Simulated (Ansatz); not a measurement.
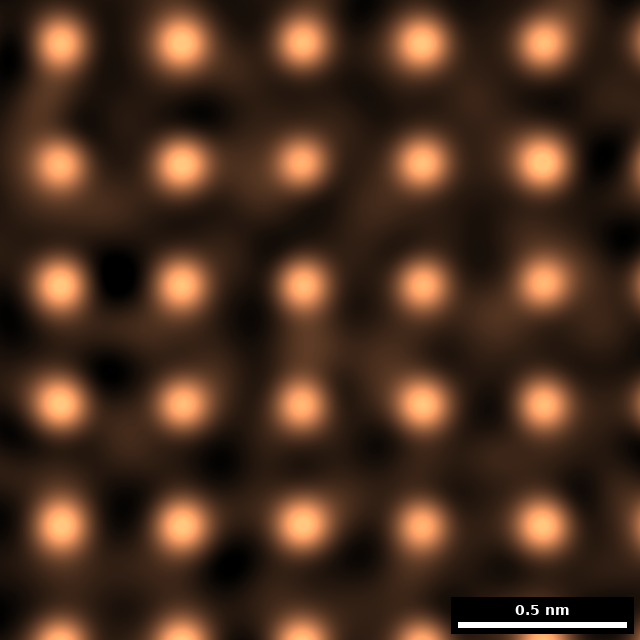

Dark-field STEM-like image of Ba (Im-3m, No. 229). The image is simulated as a sum over atoms of Z^1.6, blurred by a 1.30 Å probe (no channelling). The speckle of an amorphous layer was added. Structure used: a calculation's starting geometry.

```yaml
crystal:
  lattice:
    - [5.07359, 0.00000, 0.00000]
    - [0.00000, 5.07359, 0.00000]
    - [0.00000, 0.00000, 5.07359]
  atoms:
    - { symbol: Ba, position: [0.00000, 0.00000, 0.00000] }
    - { symbol: Ba, position: [0.50000, 0.50000, 0.50000] }
```

Along which zone axis is the crystal seen: [001], [210], [211] or [111]? (Directions equivalent by symmetry count as one.)

[001]. The projected cells are 3.59 × 3.59 Å, 90° for [001]; 2.27 × 2.78 Å, 114° for [210]; 1.46 × 3.59 Å, 90° for [211]; 4.14 × 4.14 Å, 120° for [111], and the image repeats as the [001] one does.
